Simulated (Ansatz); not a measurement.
System: Ta, space group Fm-3m (No. 225).

Structure:
```
CELL_PARAMETERS angstrom
-4.20786 4.20786 0.00000
-4.20786 0.00000 4.20786
0.00000 4.20786 4.20786
ATOMIC_POSITIONS crystal
Ta 0.00000 0.00000 0.00000
Ta 0.50000 0.00000 0.00000
Ta 0.00000 0.50000 0.00000
Ta 0.00000 0.00000 0.50000
Ta 0.50000 0.50000 0.00000
Ta 0.50000 0.00000 0.50000
Ta 0.00000 0.50000 0.50000
Ta 0.50000 0.50000 0.50000
```

Computed with Ansatz 0.2.0: one atom of a crystal moved along a line, all else fixed, by plane-wave density functional theory with PAW datasets, free energies less that of the undisturbed cell, pressure positive in compression; scalar-relativistic. Level: r2SCAN, no spin polarisation.

```tsv
setting	value
wave cutoff	500 eV
k mesh	12×12×12
occupations	Gaussian
smearing width	0.15 eV
k shift	(0, 0, 0) (mesh steps)
start	relaxed
moved atom	1
direction	(0.7071, -0.7071, 0) (Cartesian unit vector)
```

Describe the result: the energy change, force along the direction (sum over moved atoms) and pressure against displacement. The displacement takes the values −0.4500, −0.2250, 0.0000, 0.3375 Å.

The energy rises on both sides of the starting structure, which is therefore a minimum along this path. The energy change is 0.8826 eV/cell at displacement −0.4500 Å and 0.5029 eV/cell at 0.3375 Å; the lowest computed point is at displacement 0.0000 Å (0.0000 eV/cell). The force along the direction (sum over moved atoms) falls from 3.84 eV/Å at displacement −0.4500 Å to −2.91 eV/Å at 0.3375 Å, and changes sign near 0.00 Å. The pressure goes from 2.713 GPa at displacement −0.4500 Å to 1.575 GPa at 0.3375 Å, not monotonically, with a low of 0.016 GPa at 0.0000 Å.

```tsv
displacement (Å)	energy change (eV/cell)	force along the direction (sum over moved atoms) (eV/Å)	pressure (GPa)
-0.4500	0.8826	3.84	2.713
-0.2250	0.2272	1.99	0.712
0.0000	0.0000	0.00	0.016
0.3375	0.5029	-2.91	1.575
```

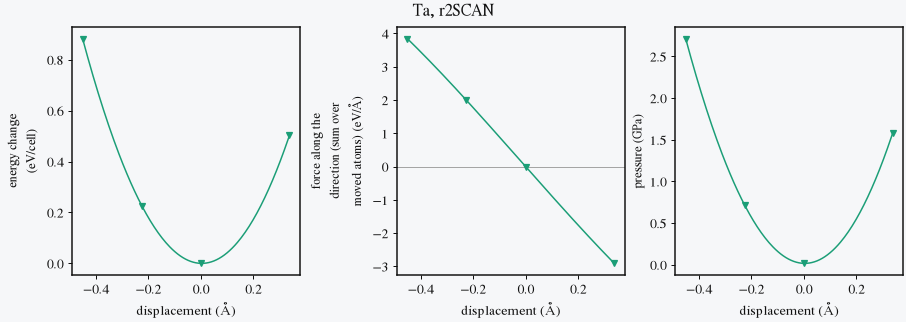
